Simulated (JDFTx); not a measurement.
## Converge calculation, with input and output: TaS₂

The run: converge calculation of TaS₂ (P-3m1, 3 atoms in the cell). Method and program: Kohn-Sham DFT of a periodic cell, PBE, PseudoDojo-SR-PBE-0.4.1-standard, no spin polarisation (JDFTx 1.7.0 (patched build)).

The structure derives from an entry of the Crystallography Open Database.

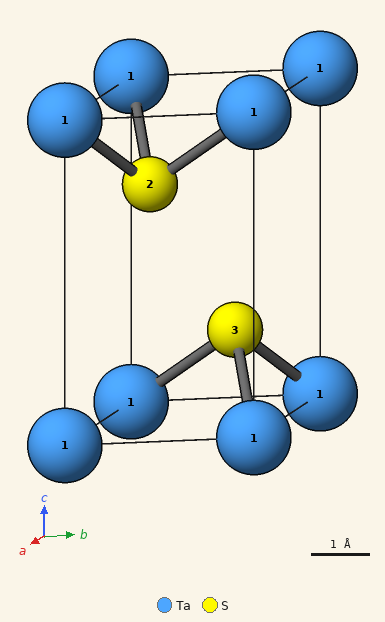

Figure 1. The structure as given in the input (ball-and-stick view of the cell of the calculation, seen slightly off an axis; atoms are numbered from 1 in the order of the input). Near neighbours in the crystal (not all of them lie inside the picture): Ta has 6 S at 2.43 Å; S has 3 Ta at 2.43 Å.

**Input**
```
lattice \
    6.3305825175    -3.1652912587     0.0000000000 \
    0.0000000000     5.4824452809     0.0000000000 \
    0.0000000000     0.0000000000    11.0737950903
coords-type Cartesian
ion Ta     0.0000000000     0.0000000000     0.0000000000 1
ion S      3.1652912591     1.8274817601     8.3053463177 1
ion S     -0.0000000003     3.6549635208     2.7684487726 1

ion-species pseudo/Ta.upf
ion-species pseudo/S.upf
elec-cutoff 23 184
elec-ex-corr gga-PBE
kpoint-folding 9 9 5
elec-smearing Fermi 0.0018374661
elec-n-bands 19
electronic-SCF nIterations 100 energyDiffThreshold 1e-09
electronic-minimize nIterations 30 energyDiffThreshold 1e-7
converge-empty-states yes
forces-output-coords Cartesian

dump-name run.$VAR
dump End Ecomponents EigStats BandEigs Kpoints Forces Stress
```

Run on 1 thread of Arm Neoverse V1, 24 GiB of memory available, shared host.

Launched with:
```bash
jdftx -c 1 -i TaS2.in -o TaS2.out
```

**What the program printed**
```
*************** JDFTx 1.7.0 (patched build) ***************

Input parsed successfully to the following command list (including defaults):
[... the input with its defaults ...]

---------- Setting up symmetries ----------

Found 24 point-group symmetries of the bravais lattice
Found 12 space-group symmetries with basis
Applied RMS atom displacement 3.17397e-10 bohrs to make symmetries exact.

---------- Initializing the Grid ----------
R =
[      6.33058     -3.16529            0  ]
[            0      5.48245            0  ]
[            0            0      11.0738  ]
unit cell volume = 384.339
G =
[   0.992513   0.573028         -0  ]
[          0    1.14606          0  ]
[          0         -0   0.567392  ]
Minimum fftbox size, Smin = [  40  40  68  ]
Chosen fftbox size, S = [  40  40  70  ]

---------- Initializing tighter grid for wavefunction operations ----------
R =
[      6.33058     -3.16529            0  ]
[            0      5.48245            0  ]
[            0            0      11.0738  ]
unit cell volume = 384.339
G =
[   0.992513   0.573028         -0  ]
[          0    1.14606          0  ]
[          0         -0   0.567392  ]
Minimum fftbox size, Smin = [  28  28  48  ]
Chosen fftbox size, S = [  28  28  48  ]

---------- Exchange Correlation functional ----------
Initalized PBE GGA exchange.
Initalized PBE GGA correlation.

---------- Setting up pseudopotentials ----------
Width of ionic core gaussian charges (only for fluid interactions / plotting) set to 0

Reading pseudopotential file 'pseudo/Ta.upf':
  'Ta' pseudopotential, 'PBE' functional
  Generated using ONCVPSP code by D. R. Hamann
  13 valence electrons, 4 orbitals, 8 projectors, 1001 radial grid points, with lMax = 3
    5S    l: 0   occupation:  2.0   eigenvalue: -2.682802
    5P    l: 1   occupation:  6.0   eigenvalue: -1.447891
    5D    l: 2   occupation:  3.0   eigenvalue: -0.131962
    6S    l: 0   occupation:  2.0   eigenvalue: -0.200010
  Core radius for overlap checks: 2.22 bohrs.

Reading pseudopotential file 'pseudo/S.upf':
  'S' pseudopotential, 'PBE' functional
  Generated using ONCVPSP code by D. R. Hamann
  6 valence electrons, 2 orbitals, 6 projectors, 1001 radial grid points, with lMax = 2
    3S    l: 0   occupation:  2.0   eigenvalue: -0.634163
    3P    l: 1   occupation:  4.0   eigenvalue: -0.257567
  Core radius for overlap checks: 1.58 bohrs.

Initialized 2 species with 3 total atoms.

Folded 1 k-points by 9x9x5 to 405 k-points.

---------- Setting up k-points, bands, fillings ----------
Reduced to 50 k-points under symmetry.
Computing the number of bands and number of electrons
Calculating initial fillings.
nElectrons:  25.000000   nBands: 19   nStates: 50

----- Setting up reduced wavefunction bases (one per k-point) -----
average nbasis = 2025.198 , ideal nbasis = 2024.884

---------- Setting up ewald sum ----------
Optimum gaussian width for ewald sums = 2.415246 bohr.
Real space sum over 1521 unit cells with max indices [  6  6  4  ]
Reciprocal space sum over 2057 terms with max indices [  5  5  8  ]

---------- Allocating electronic variables ----------
Initializing wave functions:  linear combination of atomic orbitals
Note: number of bands (19) exceeds available atomic orbitals (18)
Ta pseudo-atom occupations:   s ( 2 2 )  p ( 6 )  d ( 3 )
S pseudo-atom occupations:   s ( 2 )  p ( 4 )
	FillingsUpdate:  mu: +0.361548639  nElectrons: 25.000000
LCAOMinimize: Iter:   0  F: -79.4479406244999211  |grad|_K:  5.999e-03  alpha:  1.000e+00
	FillingsUpdate:  mu: +0.361942772  nElectrons: 25.000000
LCAOMinimize: Iter:   1  F: -79.5011912721262064  |grad|_K:  4.230e-03  alpha:  9.107e-02  linmin: -3.212e-01  cgtest:  9.127e-01
LCAOMinimize: Encountered beta<0, resetting CG.
[... 15 lines of inner loops ...]
LCAOMinimize: Iter:   7  F: -79.5404400181953406  |grad|_K:  5.151e-07  alpha:  6.746e-01  linmin: -1.347e-03  cgtest:  1.301e-02
	FillingsUpdate:  mu: +0.399306603  nElectrons: 25.000000
LCAOMinimize: Iter:   8  F: -79.5404400201456525  |grad|_K:  7.620e-08  alpha:  8.133e-01  linmin: -1.982e-03  cgtest:  5.662e-03
LCAOMinimize: Converged (|Delta F|<1.000000e-06 for 2 iters).

-------- Electronic minimization -----------
Will mix electronic density at each iteration.
	FillingsUpdate:  mu: +0.399306603  nElectrons: 25.000000
	FillingsUpdate:  mu: +0.382883011  nElectrons: 25.000000
SCF: Cycle:  0   F: -79.595795857092000   dF: -5.536e-02   |Residual|: 1.494e-01   |deigs|: 7.490e-02
	FillingsUpdate:  mu: +0.389631150  nElectrons: 25.000000
SCF: Cycle:  1   F: -79.683722605632269   dF: -8.793e-02   |Residual|: 7.114e-02   |deigs|: 1.033e-02
	FillingsUpdate:  mu: +0.388650684  nElectrons: 25.000000
SCF: Cycle:  2   F: -79.693961022116142   dF: -1.024e-02   |Residual|: 2.128e-02   |deigs|: 7.213e-03
	FillingsUpdate:  mu: +0.390085650  nElectrons: 25.000000
SCF: Cycle:  3   F: -79.695006614354256   dF: -1.046e-03   |Residual|: 1.251e-02   |deigs|: 1.237e-03
	FillingsUpdate:  mu: +0.391271370  nElectrons: 25.000000
SCF: Cycle:  4   F: -79.695013652465079   dF: -7.038e-06   |Residual|: 3.716e-03   |deigs|: 1.035e-03
	FillingsUpdate:  mu: +0.391383937  nElectrons: 25.000000
SCF: Cycle:  5   F: -79.695060195496595   dF: -4.654e-05   |Residual|: 1.154e-03   |deigs|: 2.747e-04
	FillingsUpdate:  mu: +0.391513764  nElectrons: 25.000000
SCF: Cycle:  6   F: -79.695062441723579   dF: -2.246e-06   |Residual|: 3.170e-04   |deigs|: 1.408e-04
	FillingsUpdate:  mu: +0.391551960  nElectrons: 25.000000
SCF: Cycle:  7   F: -79.695062823481265   dF: -3.818e-07   |Residual|: 9.263e-05   |deigs|: 4.522e-05
	FillingsUpdate:  mu: +0.391559716  nElectrons: 25.000000
SCF: Cycle:  8   F: -79.695062950480931   dF: -1.270e-07   |Residual|: 4.533e-05   |deigs|: 1.635e-05
	FillingsUpdate:  mu: +0.391559023  nElectrons: 25.000000
SCF: Cycle:  9   F: -79.695062996080622   dF: -4.560e-08   |Residual|: 4.412e-05   |deigs|: 1.605e-05
	FillingsUpdate:  mu: +0.391556709  nElectrons: 25.000000
SCF: Cycle: 10   F: -79.695063013764837   dF: -1.768e-08   |Residual|: 1.694e-05   |deigs|: 1.030e-05
	FillingsUpdate:  mu: +0.391556219  nElectrons: 25.000000
SCF: Cycle: 11   F: -79.695063020374249   dF: -6.609e-09   |Residual|: 5.360e-06   |deigs|: 1.205e-05
	FillingsUpdate:  mu: +0.391555845  nElectrons: 25.000000
SCF: Cycle: 12   F: -79.695063022769418   dF: -2.395e-09   |Residual|: 6.041e-06   |deigs|: 7.524e-06
	FillingsUpdate:  mu: +0.391555127  nElectrons: 25.000000
SCF: Cycle: 13   F: -79.695063023905973   dF: -1.137e-09   |Residual|: 1.377e-06   |deigs|: 1.173e-05
	FillingsUpdate:  mu: +0.391555212  nElectrons: 25.000000
SCF: Cycle: 14   F: -79.695063024281453   dF: -3.755e-10   |Residual|: 1.773e-06   |deigs|: 5.781e-06
	FillingsUpdate:  mu: +0.391555164  nElectrons: 25.000000
SCF: Cycle: 15   F: -79.695063024450974   dF: -1.695e-10   |Residual|: 1.557e-06   |deigs|: 4.560e-06
SCF: Converged (|Delta E|<1.000000e-09 for 2 iters).

Setting wave functions to eigenvectors of Hamiltonian
Converging empty states (this may take a while): |deigs|: 2.266e-05

# Stress tensor in Cartesian coordinates [Eh/a0^3]:
[  -0.00023223            0            0  ]
[            0  -0.00023223            0  ]
[            0            0 -0.000394028  ]

# Ionic positions in cartesian coordinates:
ion Ta   0.000000000000000  -0.000000000000000   0.000000000000000 1
ion S   3.165291258766668   1.827481760300000   8.305346317700000 1
ion S   0.000000000033333   3.654963520600000   2.768448772600000 1

# Forces in Cartesian coordinates:
force Ta   0.000000000000000   0.000000000000000   0.000000000000000 1
force S   0.000000000000000   0.000000000000000  -0.023677336279388 1
force S  -0.000000000000000  -0.000000000000000   0.023677336279388 1

# Energy components:
   Eewald =      -55.3521930965166433
       EH =       20.1963338739686087
     Eloc =      -63.5864494083094201
      Enl =        7.6949885282434893
      Exc =      -21.2178236939778984
 Exc_core =        7.5908515836699975
       KE =       24.9797791923942647
-------------------------------------
     Etot =      -79.6945130205276087
       TS =        0.0005500039233718
-------------------------------------
        F =      -79.6950630244509739

IonicMinimize: Iter:   0  F: -79.695063024450974  |grad|_K:  1.116e-02
IonicMinimize: None of the convergence criteria satisfied after 0 iterations.

#--- Lowdin population analysis ---
# oxidation-state Ta +0.528
# oxidation-state S -0.169 -0.169

Dumping 'run.eigStats' ...
	eMin: -2.136449 at state 0 ( [ +0.000000 +0.000000 +0.000000 ] spin 0 )
	HOMO: +0.391433 at state 26 ( [ +0.111111 +0.222222 +0.000000 ] spin 0 )
	mu  : +0.391555
	LUMO: +0.391775 at state 2 ( [ +0.000000 +0.000000 +0.400000 ] spin 0 )
	eMax: +0.740866 at state 47 ( [ +0.333333 +0.333333 +0.000000 ] spin 0 )
	HOMO-LUMO gap: +0.000341
	Optical gap  : +0.031175 at state 0 ( [ +0.000000 +0.000000 +0.000000 ] spin 0 )
Done!
```

**Results in brief**

```tsv
quantity	value
outcome	converged
space group (tolerance 0.01 Å)	P-3m1 (164)
electrons treated	25
free energy	−2168.6131 eV
Fermi energy	10.655 eV
gap on the k-point mesh	none (metallic)
pressure	8.42 GPa
largest force (length of the vector)	1.218 eV/Å
wall time	1.9 min
peak memory	0.18 GiB
```

**Remarks**

Settings chosen away from the usual ones: ecut set to 625.862. The settings depart from the standard set-up of this series, which can bear on the numbers. Spin–orbit coupling is left out, which matters for Ta. The cell holds an odd number of electrons but the run has no spin polarisation, so it comes out as a metal.
